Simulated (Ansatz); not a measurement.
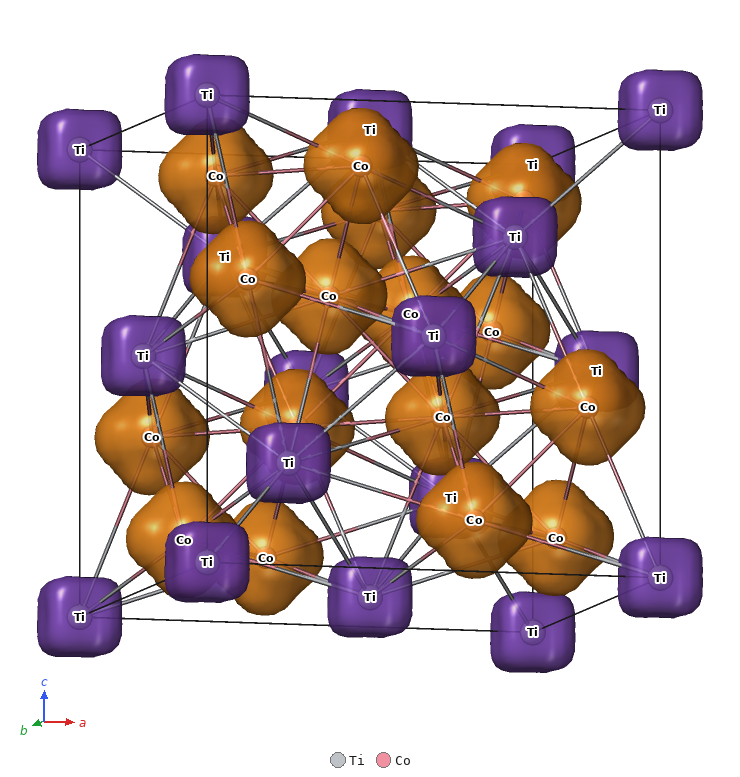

Figure. TiCo2. Isosurfaces of the spin density at +0.15 (orange) and −0.15 e/Å³ (purple), seen at an oblique angle. Sticks mark near contacts.

Space group Fd-3m; spin-polarised.

Theory: DFT r2SCAN, scalar-relativistic, plane waves, PAW in Ansatz 0.2.0.

The density is the valence pseudo-density of a PAW calculation; it isn't the true density close to the nuclei.

```
CELL_PARAMETERS angstrom
6.70400 0.00000 0.00000
0.00000 6.70400 0.00000
0.00000 0.00000 6.70400
ATOMIC_POSITIONS crystal
Ti 0.00000 0.00000 0.00000
Ti 0.50000 0.50000 0.00000
Ti 0.50000 0.00000 0.50000
Ti 0.00000 0.50000 0.50000
Ti 0.25000 0.25000 0.25000
Ti 0.75000 0.75000 0.25000
Ti 0.75000 0.25000 0.75000
Ti 0.25000 0.75000 0.75000
Co 0.62500 0.12500 0.12500
Co 0.12500 0.62500 0.12500
Co 0.12500 0.12500 0.62500
Co 0.62500 0.62500 0.62500
Co 0.62500 0.37500 0.37500
Co 0.12500 0.87500 0.37500
Co 0.12500 0.37500 0.87500
Co 0.62500 0.87500 0.87500
Co 0.87500 0.37500 0.12500
Co 0.37500 0.87500 0.12500
Co 0.37500 0.37500 0.62500
Co 0.87500 0.87500 0.62500
Co 0.87500 0.12500 0.37500
Co 0.37500 0.62500 0.37500
Co 0.37500 0.12500 0.87500
Co 0.87500 0.62500 0.87500
```

Q: Where is the spin, and how is it ordered?

A: The spin density sits on Ti: −0.7 μB (×8); Co: +1.6 μB (×16) in one cell of 24 atoms: ferrimagnetic (opposed moments on unlike sites) in this solution. The cell of the calculation (6 atoms) carries 4.1 μB of net spin moment.
